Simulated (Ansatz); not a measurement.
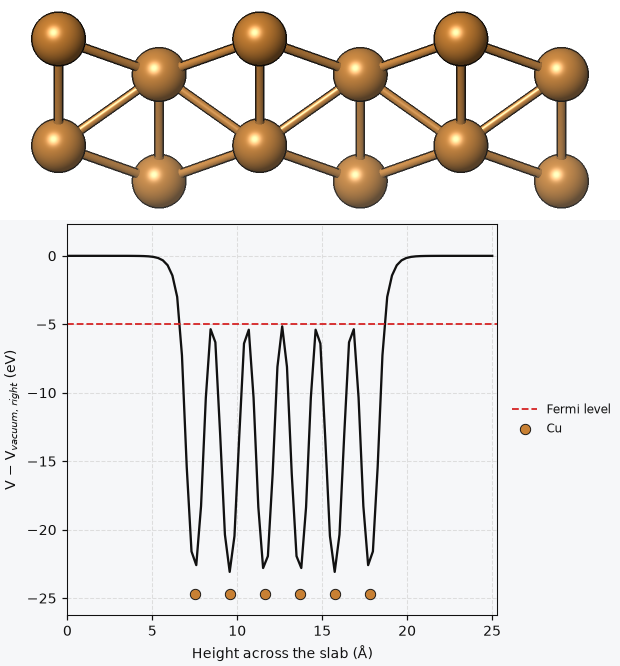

Plane-averaged electrostatic potential energy of an electron across the slab; circles at the bottom mark the heights of the atoms. The structure is drawn too.

The material is a (001) slab cut from Cu (P6_3/mmc), unrelaxed, 6 atoms in the cell.

Method: DFT PBEsol, scalar-relativistic, plane waves, PAW, no spin polarisation, 15×15×1 k mesh, 420 eV cutoff, Gaussian smearing of 0.1 eV (Ansatz 0.2.0).

Question: What is the work function?

Answer: The work function is 5.01 eV, the same on both faces. The two vacuum levels agree, so the slab has no net dipole along its normal.

Question: How thick are slab and vacuum?

Answer: The outermost atoms are 10.3 Å apart, which leaves 15.0 Å of vacuum in a cell 25.3 Å high.
